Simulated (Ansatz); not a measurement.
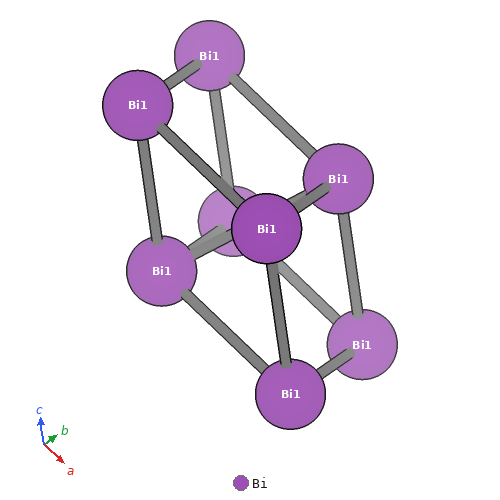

The system is Bi (Im-3m, No. 229; 1 atom in the cell); the picture shows the reference structure. 
- The energy is mapped over two homogeneous strains (x, y and z along the cube axes).
- The first coordinate is: strain +e along x and -e along y; the second: strain +e along z and -e/2 along x and y.
- Nothing is relaxed (symmetry fixes all fractional coordinates).
- The grid has 9 × 9 points; 45 points were computed and 36 follow by symmetry.
- Points are written as (first, second).
- Energies: meV/atom, counted from the lowest grid point.
- These are results of DFT PBE+D3(BJ), scalar-relativistic, plane waves, PAW in Ansatz 0.2.0, not measurements. Settings: cutoff 420 eV, k-mesh 16×16×16, gaussian smearing 0.15 eV, no spin polarisation.

Its coordinates:

```yaml
crystal:
  lattice:
    - [-1.95947, 1.95947, 1.95947]
    - [1.95947, -1.95947, 1.95947]
    - [1.95947, 1.95947, -1.95947]
  atoms:
    - { symbol: Bi, position: [0.00000, 0.00000, 0.00000] }
```

Range: strain +e along x and -e along y from −15.00 to 15.00 %; strain +e along z and -e/2 along x and y from −7.00 to 7.00 %.

Question: What landscape does the calculation give?

Answer: The lowest grid point is at (0.00 %, 0.00 %). It is the only kind of minimum in the scanned range. The highest grid point, (−15.00 %, 7.00 %), lies 72.9 meV/atom above the lowest. Round the minimum the two coordinates are nearly uncoupled.

```tsv
second ↓, first →	−15.00	−11.25	−7.50	−3.75	0.00	3.75	7.50	11.25	15.00
7.00	72.9	29.2	15.3	13.8	11.8	13.8	15.3	29.2	72.9
5.25	59.7	24.3	13.2	10.5	6.4	10.5	13.2	24.3	59.7
3.50	50.1	22.1	12.5	7.7	2.6	7.7	12.5	22.1	50.1
1.75	44.1	22.5	13.1	5.8	0.8	5.8	13.1	22.5	44.1
0.00	40.8	24.4	14.8	4.6	0.0	4.6	14.8	24.4	40.8
−1.75	40.3	26.9	16.9	4.9	0.8	4.9	16.9	26.9	40.3
−3.50	42.2	30.1	19.7	7.3	3.3	7.3	19.7	30.1	42.2
−5.25	45.4	34.2	22.8	11.2	7.0	11.2	22.8	34.2	45.4
−7.00	49.8	38.3	25.3	14.3	9.6	14.3	25.3	38.3	49.8
```

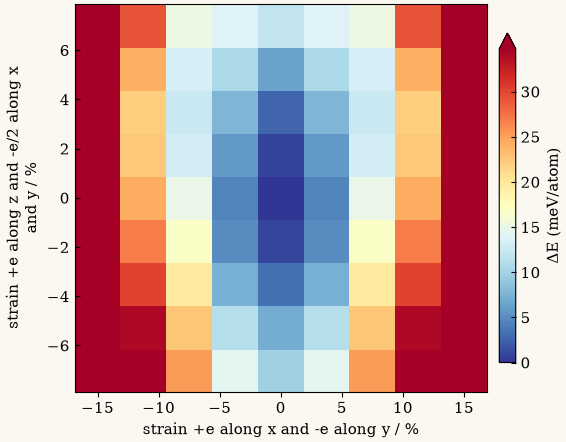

In the figure: one coloured cell a grid point, one colour for all values above the top of the scale.

The whole map (45 points run) took 3.9 min on 1 thread of Intel(R) Xeon(R) 6975P-C (Granite Rapids), on a shared host.
